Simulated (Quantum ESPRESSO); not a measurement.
# Energy of TaN along an even scaling of the cell

System: TaN (Fm-3m, 2 atoms in the cell).
Method: Kohn-Sham DFT of a periodic cell, LDA, GBRV 1.5 LDA, no spin polarisation (Quantum ESPRESSO 7.5).

The 7 runs differ only in the geometry, by an even scaling of the cell at fixed fractional positions. The structure derives from a Materials Project entry.

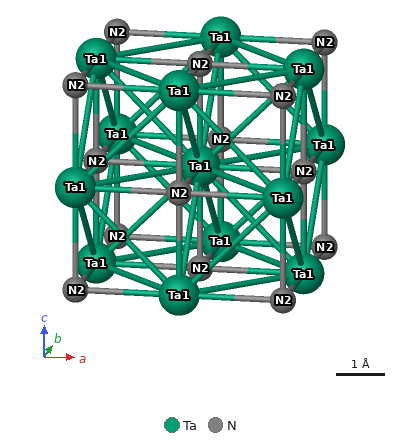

Figure 1. The structure of run 4 (ball-and-stick view of the cell 4 times as large as that of the calculation, set on its symmetry axes, seen slightly off an axis; atoms are numbered from 1 in the order of the input).

## Input of run 4
```
&CONTROL
  calculation = 'scf'
  prefix = 'pwscf'
  outdir = './tmp'
  pseudo_dir = './pseudo'
  tstress = .true.
  disk_io = 'nowf'
/
&SYSTEM
  ibrav = 0
  nat = 2
  ntyp = 2
  ecutwfc = 56
  ecutrho = 448
  nbnd = 15
  occupations = 'smearing'
  smearing = 'fd'
  degauss = 0.00367493
/
&ELECTRONS
  conv_thr = 4d-10
  electron_maxstep = 120
  mixing_beta = 0.5
/
ATOMIC_SPECIES
Ta   180.9479 ta_lda_v1.uspp.F.UPF
N     14.0070 n_lda_v1.2.uspp.F.UPF
CELL_PARAMETERS angstrom
   0.0000000000    2.2113230000    2.2113230000
   2.2113230000    0.0000000000    2.2113230000
   2.2113230000    2.2113230000    0.0000000000
ATOMIC_POSITIONS crystal
Ta     0.5000000000    0.5000000000    0.5000000000
N      0.0000000000    0.0000000000    0.0000000000
K_POINTS automatic
10 10 10 0 0 0
```

Command:
```bash
OMP_NUM_THREADS=1 mpirun -n 2 pw.x -nk 2 -in pw.in > pw.out
```

Run 2 differs from it as follows:
```diff
-   0.0000000000    2.2113230000    2.2113230000
-   2.2113230000    0.0000000000    2.2113230000
-   2.2113230000    2.2113230000    0.0000000000
+   0.0000000000    2.1814365931    2.1814365931
+   2.1814365931    0.0000000000    2.1814365931
+   2.1814365931    2.1814365931    0.0000000000
```

## Results, with one run withheld

| run | volume per atom (Å³) | free energy per atom, from the lowest run given (meV) | pressure (GPa) |
| --- | --- | --- | --- |
| 1 | 10.164 | 0.00 | 4.47 |
| 2 | 10.381 | ? | ? |
| 3 | 10.597 | 8.58 | −10.62 |
| 4 | 10.813 | 27.06 | −16.97 |
| 5 | 11.030 | 53.62 | −22.64 |
| 6 | 11.246 | 87.41 | −27.68 |
| 7 | 11.462 | 127.61 | −32.17 |

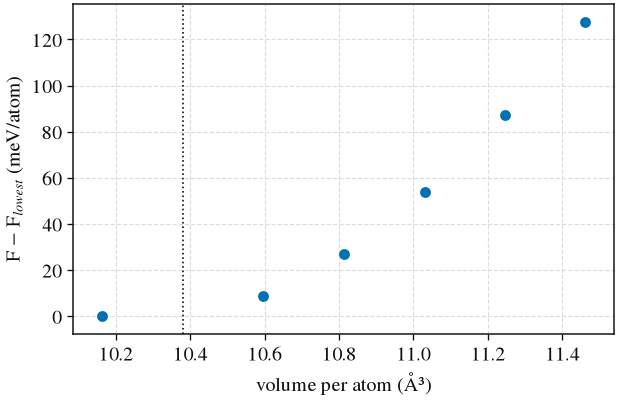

Figure 2. Free energy per atom of the runs given; the dotted line marks run 2.

What should run 2 give?

A cubic polynomial in V^(−2/3) (the Birch–Murnaghan form), fitted to the 6 runs given, misses them by at most 0.04 meV per atom. With x = V^(−2/3) − 0.20377 Å⁻², it reads F = 33.432 − 9173.4 x + 5.9379e+05 x² + 5.2302e+05 x³ (meV per atom). At run 2 it gives −0.77 meV per atom, and the run itself gives −0.79. The slope of the fit gives a pressure −dF/dV of −3.34 GPa there, and the run prints −3.50 GPa. The two needn't agree exactly: the fit is approximate, and the printed stress is taken on a finite basis. The fit has its minimum at 10.287 Å³ per atom, where V d²F/dV² gives 375 GPa: the bulk modulus at this level, since symmetry fixes the shape and the positions.

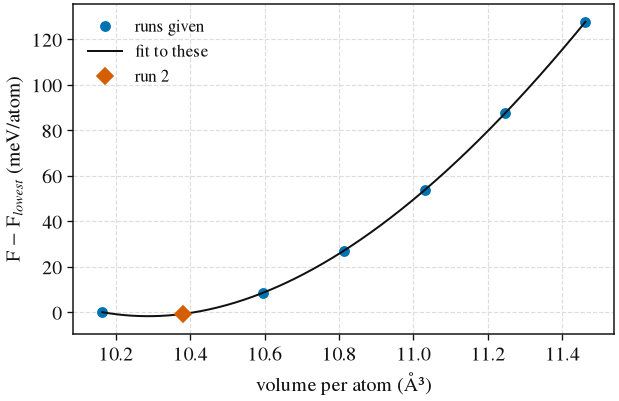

Figure 3. The fit and the withheld run.

## Some lines of the output (run 2)
```
[...]
     number of k points=    47  Fermi-Dirac smearing, width (Ry)=  0.0037
     total energy              =    -162.05664412 Ry
     total energy              =    -162.19473910 Ry
     total energy              =    -162.23991575 Ry
     total energy              =    -162.24024765 Ry
     total energy              =    -162.24037357 Ry
     total energy              =    -162.24038000 Ry
     total energy              =    -162.24037898 Ry
     total energy              =    -162.24037926 Ry
     the Fermi energy is    21.8943 ev
!    total energy              =    -162.24037926 Ry
     The total energy is F=E-TS. E is the sum of the following terms:
     Computing stress (Cartesian axis) and pressure
          total   stress  (Ry/bohr**3)                   (kbar)     P=      -35.04
```

Notes on the run: negative rho. Spin–orbit coupling is left out, which matters for Ta.
